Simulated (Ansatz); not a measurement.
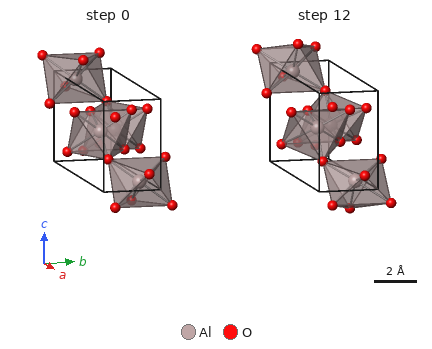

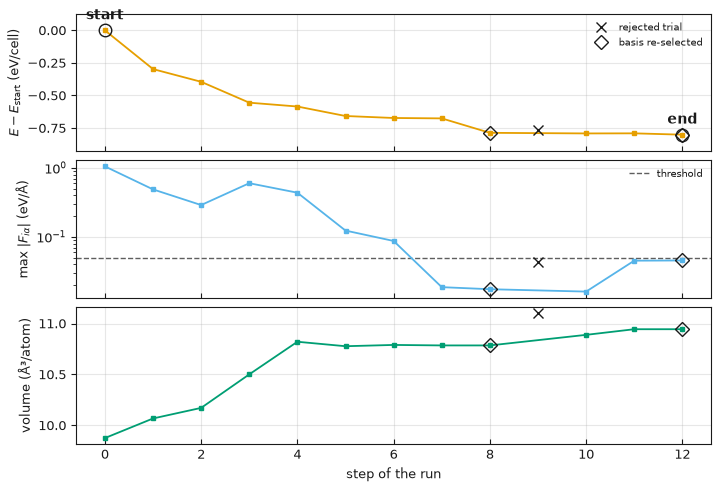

First and last geometry of a relaxation of solid AlO2 (set up in Pnma) (coarse preliminary run), with the history of the run. A polyhedral model of the cell of the calculation, seen slightly off an axis.

Method: DFT PBE, scalar-relativistic, plane waves, PAW in Ansatz. Settings: plane-wave cutoff 420 eV; k-point mesh 2 × 8 × 4; occupations gaussian; smearing width 0.1 eV; collinear spin; cell and atoms relaxed; force threshold 0.05 eV/Å; at most 80 steps.

Question: Did the run converge, and what did it change?

Answer: It converged. After 9 accepted moves (12 points after the start) the energy has fallen by 0.801 eV per cell of the calculation. The largest force component goes from 1 to 0.045 eV/Å. The pressure goes from −0.04 to 0.18 GPa. The line search rejected the trial step at point 9 of the run. The SCF was repeated twice at an unchanged geometry on a basis and grid sized afresh for the cell, which shifted the energy by 0.111 eV per cell of the calculation at most. The largest moves relative to the cell, 0.39 Å, are those of O atoms. Largest moves by element: O 0.39 Å, Al 0.16 Å. The volume changes by +10.8 %, with a 9.440 → 9.354 Å (−0.9 %), b 2.840 → 2.919 Å (+2.8 %), c 4.420 → 4.810 Å (+8.8 %). Near-neighbour distances that change, for instance: Al–O 1.980 → 2.134 Å, Al–O 2.019 → 1.896 Å, Al–O 1.863 → 1.810 Å, Al–O 1.839 → 1.824 Å. Among the angles between lasting bonds that change: O–Al–O 160.9° → 140.5°, O–Al–O 77.0° → 64.7°, Al–O–Al 103.0° → 115.3°. The space group stays Pnma (No. 62). The run took 7.1 min on 2 threads of Intel(R) Xeon(R) Processor @ 2.50GHz (Skylake/Cascade Lake) (shared host), peak memory 0.58 GiB.

| step | E − E(0), meV/atom | largest force component, eV/Å | pressure, GPa | volume, Å³/atom | note |
| --- | --- | --- | --- | --- | --- |
| 0 | 0.00 | 1.0499 | -0.04 | 9.875 |  |
| 1 | -24.78 | 0.4872 | -0.78 | 10.067 |  |
| 2 | -32.91 | 0.2888 | -0.36 | 10.171 |  |
| 3 | -46.26 | 0.5989 | -0.20 | 10.501 |  |
| 4 | -48.71 | 0.4362 | 0.05 | 10.821 |  |
| 5 | -54.78 | 0.1232 | 0.19 | 10.777 |  |
| 6 | -56.05 | 0.0871 | 0.21 | 10.790 |  |
| 7 | -56.31 | 0.0186 | 0.05 | 10.785 |  |
| 8 | -65.54 | 0.0174 | 1.33 | 10.785 | same geometry, new basis |
| 9 | -63.70 | 0.0428 | -2.17 | 11.104 | rejected |
| 10 | -65.92 | 0.0161 | 0.23 | 10.889 |  |
| 11 | -65.87 | 0.0451 | 0.14 | 10.944 |  |
| 12 | -66.73 | 0.0454 | 0.18 | 10.944 | same geometry, new basis |
